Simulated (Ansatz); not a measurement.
**SiGe: density, localisation and related maps**

```yaml
crystal:
  lattice:
    - [5.54398, -0.00417, 0.00000]
    - [0.00417, -5.54398, 0.00000]
    - [0.00000, 0.00000, -5.54220]
  atoms:
    - { symbol: Ge, position: [0.75000, 0.75000, 0.74417] }
    - { symbol: Ge, position: [0.25000, 0.25000, 0.74417] }
    - { symbol: Si, position: [0.25000, 0.75000, 0.25523] }
    - { symbol: Si, position: [0.75000, 0.25000, 0.25523] }
    - { symbol: Ge, position: [0.50000, 0.00000, 0.00583] }
    - { symbol: Ge, position: [0.00000, 0.50000, 0.00583] }
    - { symbol: Si, position: [0.00000, 0.00000, 0.49477] }
    - { symbol: Si, position: [0.50000, 0.50000, 0.49477] }
```

Space group Pmma; a generated structure, not necessarily the stable one.

All numbers below come from DFT PBEsol, scalar-relativistic, plane waves, PAW in Ansatz.

Core electrons are frozen (PAW), and the valence fields are smoothed inside the atomic spheres.

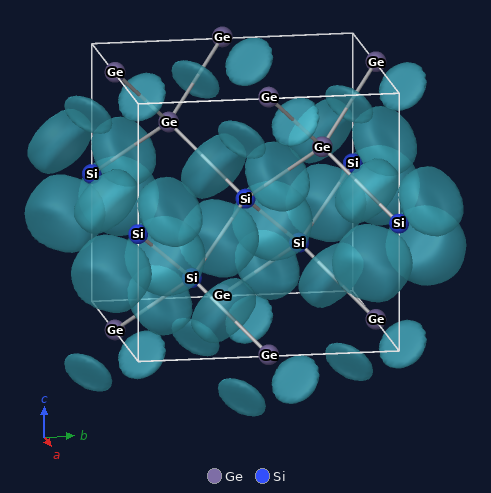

Figure 1. Isosurface of the electron localisation function at 0.7 (cyan), seen slightly off an axis. Only the valence region is drawn (cores and ρ < 0.01 e/Å³ removed). Sticks mark near contacts.

What do the ELF domains correspond to?

The ELF exceeds this value in four regions between bonded Ge–Ge atoms (shared pairs), eight regions between bonded Ge–Si atoms (shared pairs) and four regions between bonded Si–Si atoms (shared pairs), counted in one cell of 8 atoms. Regions shared between cells count once. Along the contacts the grid gives the following. Si–Si (2.37 Å): the ELF peaks at about 0.95 between the atoms, as expected for a shared electron pair. Si–Ge (2.40 Å): the ELF peaks at about 0.90 between the atoms; a shared electron pair.

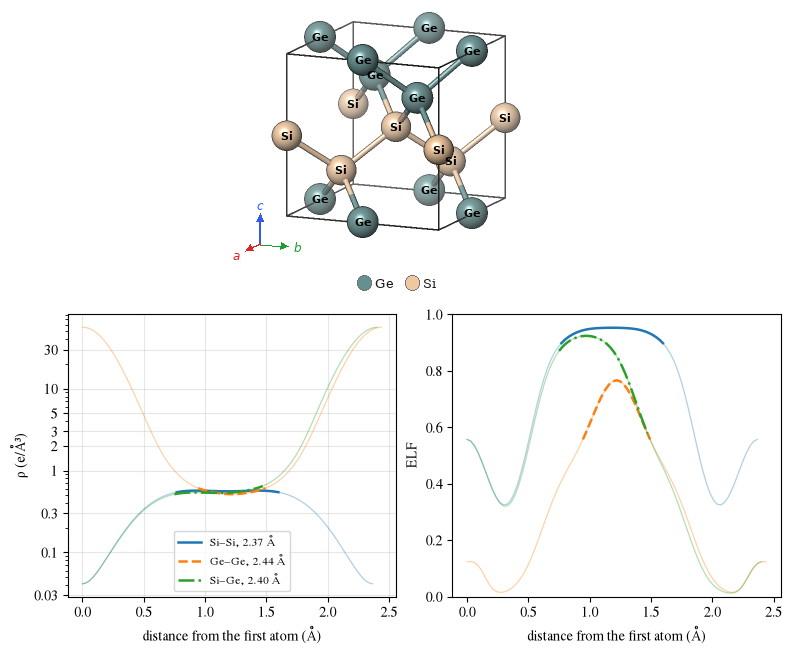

Figure 2. Valence electron density and ELF along straight lines between neighbouring atoms. Thin, pale parts lie inside the atomic spheres. The structure is drawn too.

What can be read from the curves?

Si–Si (2.37 Å): the density is about 0.56 e/Å³ at the midpoint; the ELF peaks at about 0.95 between the atoms, as expected for a shared electron pair.
Ge–Ge (2.44 Å): the density is about 0.51 e/Å³ at the midpoint; the ELF peaks at about 0.75 between the atoms (a covalent bond).
Si–Ge (2.40 Å): ρ is about 0.54 e/Å³ halfway; the ELF peaks at about 0.90 between the atoms; a shared electron pair.

Does the calculation make it a metal, or give it a gap?

It is gapped, with a Kohn–Sham gap of 0.28 eV on the k-point mesh, an upper bound to the gap of this method.
